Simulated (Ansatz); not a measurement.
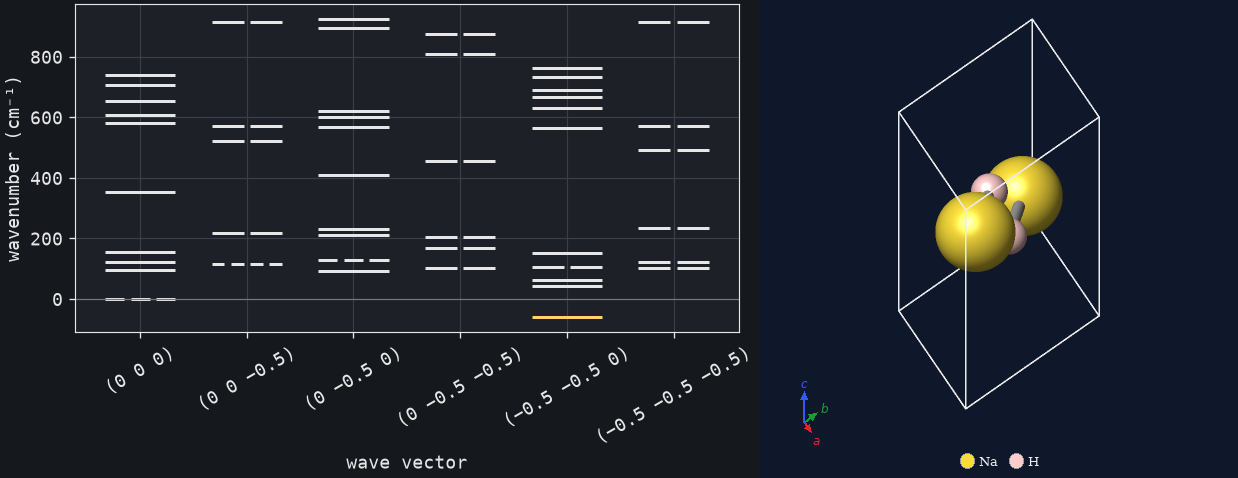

The plot gives the computed phonon frequencies at several wave vectors (in fractions of the reciprocal vectors of the given cell) for NaH, space group Cmcm (No. 63) (cell built by us, not taken from a database). Imaginary frequencies are drawn as negative. The cell is drawn beside the plot.

Starting cell:
```yaml
crystal:
  lattice:
    - [1.63170, -5.84104, 0.00000]
    - [1.63170, 5.84104, 0.00000]
    - [0.00000, 0.00000, 3.34903]
  atoms:
    - { symbol: Na, position: [0.85436, 0.14564, 0.75000] }
    - { symbol: Na, position: [0.14564, 0.85436, 0.25000] }
    - { symbol: H, position: [0.64447, 0.35553, 0.75000] }
    - { symbol: H, position: [0.35553, 0.64447, 0.25000] }
```

Calculation (Ansatz 0.2.0): harmonic phonon frequencies at the irreducible points of a q mesh with atoms at rest in the given cell, q in fractions of the reciprocal cell vectors, no long-range term at q = 0, imaginary frequencies are negative, the first points where there are many; plane waves with PAW datasets. Level: PBE, no spin polarisation.

- wave cutoff: 420 eV
- k mesh: 8×8×8
- occupations: fixed
- pressure: 0 GPa
- phonon method: linear response
- q mesh: 2×2×2

> Are there unstable modes?

One mode is imaginary at (−0.5 −0.5 0), the softest at 61.0i cm⁻¹, so the structure is dynamically unstable.

> Where does the highest mode lie?

The highest mode among the wave vectors computed lies at 924.5 cm⁻¹, at (0 −0.5 0) (at the zone centre itself the field of polar modes is left out).

Note: vibrations at or below zero.
